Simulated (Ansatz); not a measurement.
## Band gap of LaGaO3 (R-3c) from density functionals to GW

What gap does each level of theory give for LaGaO3 (R-3c), and in what time?

Calculated with Ansatz 0.2.0; density functionals, hybrids and G0W0, plane waves, PAW.

## (1) The structure

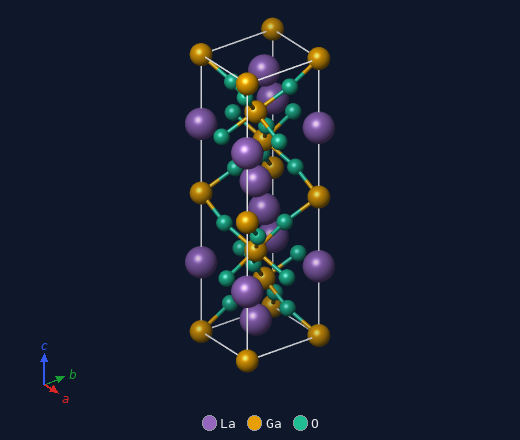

Start, viewed slightly off an axis; lanthanum purple, gallium orange, oxygen teal. This picture shows the conventional cell, with its axes. Bonds to atoms that aren't drawn are left out. Some periodic images of atoms are drawn too.

The cell and positions come from the Crystallography Open Database and are kept as given unless a step says otherwise. Spin-orbit coupling is left out unless a step names it. The default PAW set here is soft_2. Its files were made with PBE.

## (2) LDA on the 6×6×6 mesh

Levels along a band path and on the mesh show where this functional puts the band edges.

This step: DFT, LDA, plane waves, PAW.

Input file input.yaml:

```yaml
crystal:
  lattice:
    - [2.77145, 1.6000974035, 4.4776]
    - [-2.77145, 1.6000974035, 4.4776]
    - [0.0, -3.2001948071, 4.4776]
  atoms:
    - { symbol: La, position: [0.25, 0.25, 0.25] }
    - { symbol: La, position: [0.75, 0.75, 0.75] }
    - { symbol: Ga, position: [0.0, 0.0, 0.0] }
    - { symbol: Ga, position: [0.5, 0.5, 0.5] }
    - { symbol: O, position: [0.8048, 0.6952, 0.25] }
    - { symbol: O, position: [0.25, 0.8048, 0.6952] }
    - { symbol: O, position: [0.6952, 0.25, 0.8048] }
    - { symbol: O, position: [0.1952, 0.3048, 0.75] }
    - { symbol: O, position: [0.75, 0.1952, 0.3048] }
    - { symbol: O, position: [0.3048, 0.75, 0.1952] }
kpoints:
  mp_grid: { grid: [6, 6, 6] }
  band_path:
    path:
      - [[0.0, 0.0, 0.0], [0.5, 0.5, 0.5], [0.74819777, 0.25180223, 0.5]]
      - [[0.5, -0.25180223, 0.25180223], [0.5, 0.0, 0.0], [0.0, 0.0, 0.0], [0.37590111, -0.37590111, 0.0]]
      - [[0.62409889, 0.0, 0.37590111], [0.5, 0.0, 0.5], [0.0, 0.0, 0.0]]
    npoints: 10
hamiltonian:
  xc: lda
scf:
  occupations: { method: fermi_dirac, width: 0.02 }
  n_extra_bands: 7
output:
  eigenvalues: true
  write_density: true
  write_potential: true
  elf: true
  volumetric_format: npy
```

Launch:

```
ansatz run input.yaml --threads 3 --pin off --max-ram 92160MiB --backend cuda --events-out ev --progress --plain --runs-dir out --devices 1 --max-vram 13GiB
```

Numbers of over 12 decimals in the logs are rounded to 6 here.

The program printed:

```text
scf.n_extra_bands = 7 over 42 filled bands (N_el = 84.0): the run solves 49 bands
GPUs: using 1 of 1 available (devices: 1).
Engine: ansatz 0.2.0, x86_64-unknown-linux-gnu
Pseudopotentials: kind: paw
Pseudopotential: La, paw, valence charge 11, recommended cutoff 420 eV (normal), La.paw.azcp
Pseudopotential: Ga, paw, valence charge 13, recommended cutoff 420 eV (normal), Ga.paw.azcp
Pseudopotential: O, paw, valence charge 6, recommended cutoff 420 eV (normal), O.paw.azcp
Functional definition: SPW92
  exchange = slater_x
  correlation = pw_c
device memory: the entry about to start is reckoned to put 2.8 GiB on a device that reports 30.4 GiB free (of which the cap on the GPU budget leaves the run 13.0 GiB)
GPU FFT provider: cuFFT
GPU libraries: cuBLAS 13.8.2, cuFFT 12.4.0, cuSOLVER 12.3.4
Crystal: 10 atoms, lattice volume = 119.138 Å³
Basis set: ecut = 420 eV, 2319 PW (Γ)
Bands: 49, of which v1, the nominal top of the filled ones, is band 42 counted from 1 (41 counted from 0)
Symmetry: 12 space group operations
Space group: R-3c (ITA 167), of the structure as read, at distance tolerance 4.9e-5 Å
k-points: 32 of 216
Non-local potential: La, projectors of the file, l = 0: 3, l = 1: 2, l = 2: 2, l = 3: 3
Non-local potential: Ga, projectors of the file, l = 0: 2, l = 1: 2, l = 2: 3, l = 3: 1
Non-local potential: O, projectors of the file, l = 0: 2, l = 1: 2, l = 2: 1
PAW form: soft (Blöchl's): semilocal exchange-correlation on the pseudo side does not see the compensation charge
PAW frozen core: La, regenerated for the run's functional, and the local potential with it (the file was generated under x = pbe(κ = 0.804, μ = 0.219515), c = pbe(β = 0.066725))
PAW frozen core: Ga, regenerated for the run's functional, and the local potential with it (the file was generated under x = pbe(κ = 0.804, μ = 0.219515), c = pbe(β = 0.066725))
PAW frozen core: O, regenerated for the run's functional, and the local potential with it (the file was generated under x = pbe(κ = 0.804, μ = 0.219515), c = pbe(β = 0.066725))
PAW one-centre angular grid: La, 590 points (default); XC on 64 Gauss nodes
PAW one-centre angular grid: Ga, 590 points (default); XC on 64 Gauss nodes
PAW one-centre angular grid: O, 110 points (default); XC on 64 Gauss nodes
Initial density: superposition of atomic densities (neutral atoms: chi_scale 0, normalization atom), corrected by the library's trained network
Initial wavefunctions: pseudopotential atomic-orbital guess
GPU buffer pool allocated for 64000 grid points (all kernels)
GPU transforms: local potential and band sums: pruned to the plane-wave sphere, on 40×40×40
Functional: x = slater, c = lda
SCF iter   1: F=—  HF=-22910.690498 eV  |F-HF|=—  |Δ(HF+E_count)|=         —  Δρ=1.96e-2  dr2=4.16e-1  ethr=1.77e-3  ⟨swp⟩=5.4  Hψ=6300  notcnv=0
preconditioner: auto → Resta (q_TF=auto, 2.574 Å⁻¹)  ε∞=6.0  [insulator: Δε(μ)=3.322 eV  Ē_g=13.922 eV  σ=0.020 eV  W_gap=1.00  n_scr=26 (ndim 8)  ℏωp=31.2 eV  f_vac=0.000  D(μ)=0.00/eV (n_scr^D=0)  ε∞_Penn≈6.0]
SCF iter   2: F=—  HF=-22910.590445 eV  |F-HF|=—  |Δ(HF+E_count)|=   1.00e-1  Δρ=5.23e-3  dr2=1.11e-2  ethr=4.96e-4  ⟨swp⟩=4.1  Hψ=3648  notcnv=0
SCF iter   3: F=—  HF=-22910.587758 eV  |F-HF|=—  |Δ(HF+E_count)|=   2.69e-3  Δρ=2.31e-3  dr2=3.16e-3  ethr=1.32e-5  ⟨swp⟩=3.4  Hψ=3336  notcnv=0
SCF iter   4: F=—  HF=-22910.587039 eV  |F-HF|=—  |Δ(HF+E_count)|=   7.19e-4  Δρ=6.70e-4  dr2=2.15e-4  ethr=3.76e-6  ⟨swp⟩=2.3  Hψ=2707  notcnv=0
SCF iter   5: F=—  HF=-22910.586848 eV  |F-HF|=—  |Δ(HF+E_count)|=   1.92e-4  Δρ=1.34e-4  dr2=1.34e-5  ethr=2.56e-7  ⟨swp⟩=2.3  Hψ=2824  notcnv=0
SCF iter   6: F=—  HF=-22910.586883 eV  |F-HF|=—  |Δ(HF+E_count)|=   3.49e-5  Δρ=2.52e-5  dr2=5.43e-7  ethr=1.60e-8  ⟨swp⟩=2.8  Hψ=3067  notcnv=0
SCF iter   7: F=-22910.586883 eV  HF=-22910.586883 eV  |F-HF|=1.75e-9  |Δ(HF+E_count)|=   1.88e-9  Δρ=4.98e-6  dr2=2.17e-8  ethr=1.19e-10  ⟨swp⟩=6.3  Hψ=5748  notcnv=0
SCF 1 converged in 7 iterations: F = -22910.586883 eV  dr2 = 2.17e-8
[...]
device memory: the entry about to start is reckoned to put 2.7 GiB on a device that reports 30.7 GiB free (of which the cap on the GPU budget leaves the run 13.0 GiB)
NSCF: frozen V_eff on 73 k-points
SCF converged after 7 iterations
Free energy (F): -22910.586883 eV
Harris-Foulkes:  -22910.586883 eV  (|F-HF|=1.75e-9)
Internal energy: -22910.586883 eV  (E = F + TS)
E sigma→0 (E₀):  -22910.586883 eV
Fermi energy:    12.510155 eV
--- Per-component energies (eV) ---
  E_band       = 91.096955
  E_kinetic    = 1664.275610
  E_local      = -5973.315140  (includes V_loc(G=0)·N_el)
  E_nonlocal   = 1370.856862
  E_hartree    = 2611.182552
  E_xc         = -849.336106
  E_vxc        = -972.359438  (∫ρ·V_xc dr)
  E_paw        = -15218.524816  (= ΣΔE_a)
  E_vpaw       = -1220.743839  (= ΣTr[D̂ρ^β])
  E_aug_tail   = 0.014585  (compensation charges beyond the density's cutoff)
  E_ewald      = -6520.424351
  E_core_change = 4.683921  (= ΣΔE_core)
  E_smearing   = -0.000000  (= −TS)
  E_closure    = 0.000000  (closes the sum)
  Σ components = -22910.586883   (vs F -22910.586883, Δ=0.00e0)
--- Band table (eV; the first three rows and the last of 32) ---
  k-point 0: bands = [... 38 lower, 10.4500, 10.5415, 10.5415, 10.5858, 14.2341, 14.8577, 14.8577, 15.2060, ... 3 higher]
  k-point 1: bands = [... 38 lower, 10.3728, 10.4406, 10.5028, 10.5631, 14.6371, 14.9394, 14.9612, 15.1888, ... 3 higher]
  k-point 2: bands = [... 38 lower, 10.3253, 10.3559, 10.5613, 10.5668, 15.0753, 15.0974, 15.1573, 15.1652, ... 3 higher]
  k-point 31: bands = [... 38 lower, 10.2058, 10.2058, 10.2058, 10.2058, 15.2007, 15.2007, 15.2174, 15.2174, ... 3 higher]
```

Elapsed: 12 s, on 1 × NVIDIA H100 80GB HBM3 (shared by 6 runs) with 3 threads of AMD EPYC 7R13 (Zen 3), shared host; peak memory 0.97 GiB.

This step gave:

```
filled bands         : 42
gap                  : 3.499 eV
valence top at       : k = (0.338, -0.338, 0.000)
conduction bottom at : Γ
least direct gap     : 3.648 eV
```

Over mesh and path the gap is 3.499 eV, from k = (0.338, -0.338, 0.000) to k = Γ. The least direct gap found is 3.648 eV, at k = Γ.

## (3) LDA+SOC on the 6×6×6 mesh

This run has two-component orbitals with spin-orbit coupling.

This step: DFT, LDA with spin-orbit coupling, plane waves, PAW.

input.yaml, the sections that differ from step 2:

```yaml
kpoints:
  mp_grid: { grid: [6, 6, 6] }
  band_path:
    path:
      - [0.0, 0.0, 0.0]
      - [0.5, 0.5, 0.5]
      - [0.74819777, 0.25180223, 0.5]
      - [0.5, -0.25180223, 0.25180223]
      - [0.5, 0.0, 0.0]
      - [0.37590111, -0.37590111, 0.0]
      - [0.62409889, 0.0, 0.37590111]
      - [0.5, 0.0, 0.5]
      - [0.338310999, -0.338310999, 0.0]
    npoints: 1
scf:
  occupations: { method: fixed }
  n_extra_bands: 14
magnetization:
  noncollinear: true
  spin_orbit: true
output:
  eigenvalues: true
# crystal, hamiltonian: as in step 2
```

The program printed:

```text
[...]
GPUs: using 1 of 1 available (devices: 1).
[...]
non-collinear run that drives no moment, with spin-orbit: no starting moment large enough to seed its density (crystal.atoms[].spin), no starting occupations that ask for one, no magnetisation constraint and no magnetic field, so the semilocal B_xc is pinned to zero
[...]
GPU FFT provider: cuFFT
GPU libraries: cuBLAS 13.8.2, cuFFT 12.4.0, cuSOLVER 12.3.4
Crystal: 10 atoms, lattice volume = 119.138 Å³
Basis set: ecut = 420 eV, 2319 PW (Γ)
Bands: 98, of which v1, the nominal top of the filled ones, is band 84 counted from 1 (83 counted from 0)
Symmetry: 12 space group operations + 12 with time reversal
[...]
k-points: 32 of 216
Projection manifold: j_resolved (fully-relativistic pseudo-atomic orbitals)
[...]
GPU buffer pool allocated for 64000 grid points (all kernels)
[...]
site 5: m = (+0.0000, +0.0000, +0.0000) μB, |m| = 0.0000 μB  (R = 0.82 Å)
  site 6: m = (+0.0000, +0.0000, +0.0000) μB, |m| = 0.0000 μB  (R = 0.82 Å)
  site 7: m = (+0.0000, +0.0000, +0.0000) μB, |m| = 0.0000 μB  (R = 0.82 Å)
  site 8: m = (+0.0000, +0.0000, +0.0000) μB, |m| = 0.0000 μB  (R = 0.82 Å)
  site 9: m = (+0.0000, +0.0000, +0.0000) μB, |m| = 0.0000 μB  (R = 0.82 Å)
Free energy (F): -22920.984258 eV
[...]
Internal energy: -22920.984258 eV  (E = F + TS)
E sigma→0 (E₀):  -22920.984258 eV
Fermi energy:    10.735990 eV
[...]
--- Band table (eV; the first three rows and the last of 32) ---
  k-point 0: bands = [... 80 lower, 10.5431, 10.5431, 10.6062, 10.6062, 14.2351, 14.2351, 14.8479, 14.8479, ... 10 higher]
  k-point 1: bands = [... 80 lower, 10.4961, 10.4961, 10.5827, 10.5827, 14.6383, 14.6383, 14.9336, 14.9336, ... 10 higher]
  k-point 2: bands = [... 80 lower, 10.5468, 10.5468, 10.5892, 10.5892, 15.0413, 15.0413, 15.0641, 15.0641, ... 10 higher]
  k-point 31: bands = [... 80 lower, 10.2367, 10.2367, 10.2367, 10.2367, 15.1491, 15.1491, 15.1491, 15.1491, ... 10 higher]
[key lines of the parts left out:]
SCF converged after 9 iterations
Magnetization: |M| = 0.0000 μB,  M = (+0.0000, +0.0000, +0.0000) μB
```

The job ended after 14 s (1 × NVIDIA H100 80GB HBM3 (shared by 6 runs) with 3 threads; peak memory 1.1 GiB).

This step gave:

* gap: 3.499 eV
* valence top at: k = (0.338, -0.338, 0.000)
* conduction bottom at: Γ
* least direct gap: 3.629 eV

Over mesh and listed points the gap is 3.499 eV, from k = (0.338, -0.338, 0.000) to k = Γ. The least direct gap found is 3.629 eV, at k = Γ. LDA+SOC against LDA: 3.499 − 3.499 = +0.000 eV, with the same mesh, set of files (read in its fully relativistic form for the spin-orbit run) and cutoff, and both edges at the same k points. The spin-orbit run sees mesh and listed points alone, so its gap is an upper bound: the coupling can move an edge off these points, and the change over the zone, its sign included where it is small, is not known.

## (4) r2SCAN on the 6×6×6 mesh

r2SCAN is a meta-GGA: it depends on the kinetic-energy density as well as on the density and its gradient.

This step: DFT, r2SCAN, plane waves, PAW.

input.yaml: that of step 3 with these lines changed.

```diff
@@ -31,9 +31,6 @@
 hamiltonian:
-  xc: lda
+  xc: r2scan
 scf:
   occupations: { method: fixed }
-  n_extra_bands: 14
-magnetization:
-  noncollinear: true
-  spin_orbit: true
+  n_extra_bands: 7
 output:
```

The program printed:

```text
[...]
GPUs: using 1 of 1 available (devices: 1).
[...]
GPU FFT provider: cuFFT
GPU libraries: cuBLAS 13.8.2, cuFFT 12.4.0, cuSOLVER 12.3.4
Crystal: 10 atoms, lattice volume = 119.138 Å³
Basis set: ecut = 500 eV, 3035 PW (Γ), exchange–correlation on 180×180×180 points (64 copies of the dense FFT grid, shifted against one another)
[...]
--- Band table (eV; the first three rows and the last of 32) ---
  k-point 0: bands = [... 38 lower, 10.5139, 10.6316, 10.6316, 10.6586, 15.1664, 15.5405, 15.5405, 15.9659, ... 3 higher]
  k-point 1: bands = [... 38 lower, 10.4567, 10.5149, 10.5804, 10.6359, 15.5577, 15.6353, 15.6659, 15.9459, ... 3 higher]
  k-point 2: bands = [... 38 lower, 10.4008, 10.4301, 10.6330, 10.6398, 15.8128, 15.8300, 15.9216, 15.9241, ... 3 higher]
  k-point 31: bands = [... 38 lower, 10.2740, 10.2740, 10.2740, 10.2740, 15.9684, 15.9684, 15.9684, 15.9684, ... 3 higher]
[key lines of the parts left out:]
SCF converged after 7 iterations
Free energy (F): -23535.409342 eV
Fermi energy:    10.803819 eV
```

The job ended after 9.2 s (1 × NVIDIA H100 80GB HBM3 (shared by 6 runs) with 3 threads; peak memory 1.2 GiB; 11 s of CPU time).

Numbers from this step:

- gap: 4.362 eV
- valence top at: k = (0.338, -0.338, 0.000)
- conduction bottom at: Γ
- least direct gap: 4.508 eV

Over mesh and listed points the gap is 4.362 eV, from k = (0.338, -0.338, 0.000) to k = Γ. The least direct gap found is 4.508 eV, at k = Γ. r2SCAN against LDA: 4.362 − 3.499 = +0.863 eV. The runs also differ in plane-wave cutoff (420 eV and 500 eV), so how much of this comes from the functional alone is not known.

## (5) HSE06 on the 4×4×4 mesh

HSE06 mixes in a quarter of exact exchange at short range.

This step: DFT, HSE06, plane waves, PAW.

input.yaml: that of step 4 with these lines changed.

```diff
@@ -17,3 +17,3 @@
 kpoints:
-  mp_grid: { grid: [6, 6, 6] }
+  mp_grid: { grid: [4, 4, 4] }
   band_path:
@@ -31,3 +31,3 @@
 hamiltonian:
-  xc: r2scan
+  xc: hse06
 scf:
@@ -37 +37,5 @@
   eigenvalues: true
+  write_density: true
+  write_potential: true
+  elf: true
+  volumetric_format: npy
```

The program printed:

```text
[...]
GPUs: using 1 of 1 available (devices: 1).
[...]
davidson cushion auto → on  (no smearing: the cushion is to keep the highest requested band from converging to the state above it; pin scf.eigensolver.cushion to override)
[...]
GPU FFT provider: cuFFT
GPU libraries: cuBLAS 13.8.2, cuFFT 12.4.0, cuSOLVER 12.3.4
Crystal: 10 atoms, lattice volume = 119.138 Å³
Basis set: ecut = 420 eV, 2319 PW (Γ)
[...]
Fermi energy:    10.047655 eV
[...]
--- Band table (eV; the first three rows and the last of 13) ---
  k-point 0: bands = [... 38 lower, 9.7665, 9.9067, 9.9067, 9.9232, 15.4437, 15.8742, 15.8742, 16.5633, ... 3 higher]
  k-point 1: bands = [... 38 lower, 9.6479, 9.7297, 9.8557, 9.8881, 16.2490, 16.3386, 16.4360, 17.1974, ... 3 higher]
  k-point 2: bands = [... 38 lower, 9.6508, 9.6508, 9.9067, 9.9067, 17.0783, 17.0783, 17.1364, 17.1364, ... 3 higher]
  k-point 12: bands = [... 38 lower, 9.5157, 9.5157, 9.5157, 9.5157, 17.2089, 17.2089, 17.2089, 17.2089, ... 3 higher]
[key lines of the parts left out:]
Free energy (F): -23491.862509 eV
```

Elapsed: 56 s, on 1 × NVIDIA H100 80GB HBM3 (shared by 6 runs) with 3 threads; peak memory 1.5 GiB; 1.8 min of CPU time.

This step gave:

```
gap                     : 5.384 eV
valence top at          : k = (0.338, -0.338, 0.000)
conduction bottom at    : Γ
least direct gap        : 5.520 eV
exact-exchange fraction : 0.25
```

Over mesh and listed points the gap is 5.384 eV, from k = (0.338, -0.338, 0.000) to k = Γ. The least direct gap found is 5.520 eV, at k = Γ. On the 4×4×4 mesh alone the same run gives 5.396 eV, so that mesh misses an edge of HSE06: 5.396 − 5.384 = +0.012 eV. HSE06 against LDA: 5.384 − 3.499 = +1.885 eV. The runs also differ in mesh (6×6×6 and 4×4×4), so how much of this comes from the functional alone is not known.

## (6) PBE0 on the 4×4×4 mesh

PBE0 mixes in a quarter of exact exchange at all distances.

This step: DFT, PBE0, plane waves, PAW.

input.yaml: that of step 5 with these lines changed.

```diff
@@ -31,3 +31,3 @@
 hamiltonian:
-  xc: hse06
+  xc: pbe0
 scf:
@@ -37,5 +37 @@
   eigenvalues: true
-  write_density: true
-  write_potential: true
-  elf: true
-  volumetric_format: npy
```

The program printed:

```text
[...]
GPUs: using 1 of 1 available (devices: 1).
[...]
GPU FFT provider: cuFFT
GPU libraries: cuBLAS 13.8.2, cuFFT 12.4.0, cuSOLVER 12.3.4
Crystal: 10 atoms, lattice volume = 119.138 Å³
Basis set: ecut = 420 eV, 2319 PW (Γ)
Bands: 49, of which v1, the nominal top of the filled ones, is band 42 counted from 1 (41 counted from 0)
Symmetry: 12 space group operations
[...]
k-points: 13 of 64
[...]
Fermi energy:    9.657665 eV
[...]
--- Band table (eV; the first three rows and the last of 13) ---
  k-point 0: bands = [... 38 lower, 9.3803, 9.5232, 9.5232, 9.5365, 15.7893, 16.2377, 16.2377, 16.9299, ... 3 higher]
  k-point 1: bands = [... 38 lower, 9.2614, 9.3428, 9.4673, 9.4999, 16.6166, 16.6982, 16.8077, 17.5828, ... 3 higher]
  k-point 2: bands = [... 38 lower, 9.2620, 9.2620, 9.5170, 9.5170, 17.4669, 17.4669, 17.5252, 17.5252, ... 3 higher]
  k-point 12: bands = [... 38 lower, 9.1254, 9.1254, 9.1254, 9.1254, 17.5987, 17.5987, 17.5987, 17.5987, ... 3 higher]
[key lines of the parts left out:]
Free energy (F): -23490.313415 eV
```

Wall time 49 s (1 × NVIDIA H100 80GB HBM3 (shared by 6 runs) with 3 threads); peak memory 1.5 GiB.

This step gave:

```
gap                     : 6.118 eV
valence top at          : k = (0.338, -0.338, 0.000)
conduction bottom at    : Γ
least direct gap        : 6.253 eV
exact-exchange fraction : 0.25
```

Over mesh and listed points the gap is 6.118 eV, from k = (0.338, -0.338, 0.000) to k = Γ. The least direct gap found is 6.253 eV, at k = Γ. On the 4×4×4 mesh alone the same run gives 6.132 eV, so that mesh misses an edge of PBE0: 6.132 − 6.118 = +0.014 eV. PBE0 against HSE06: 6.118 − 5.384 = +0.734 eV, with the same mesh, files and cutoff, and both edges at the same k points.

[end of part 1 of 2]

[Paths, hosts, dates, memory and timing lines, banners, echoed tables and standing remarks are left out of the program output.]

[Logs are printed without paths, hosts, clocks, repeated set-up lines and the standing remarks that a program may print on its own settings, such as how far it seeks lower states.]

[Runs of the session that timed out or met a known fault of the program may be left out.]

[Cells called generated may have been cut or substituted from an entry of the Crystallography Open Database or the Materials Project.]

[Hosts, paths, dates, database ids (printed as entryN), source tags and the programs' standing remarks are cut or masked in the printed files.]

[Where an RPA ε∞ is given, it is that of the G0W0 mesh and is not shown converged in it. Names of k-points follow the symmetry that the program found, which can be lower than the space group named. Band edges on a path are those of the sampled points; other points can move an edge, and change direct to indirect where valleys lie close.]

[Hybrid gaps are those of their k-mesh and are not shown converged in it.]
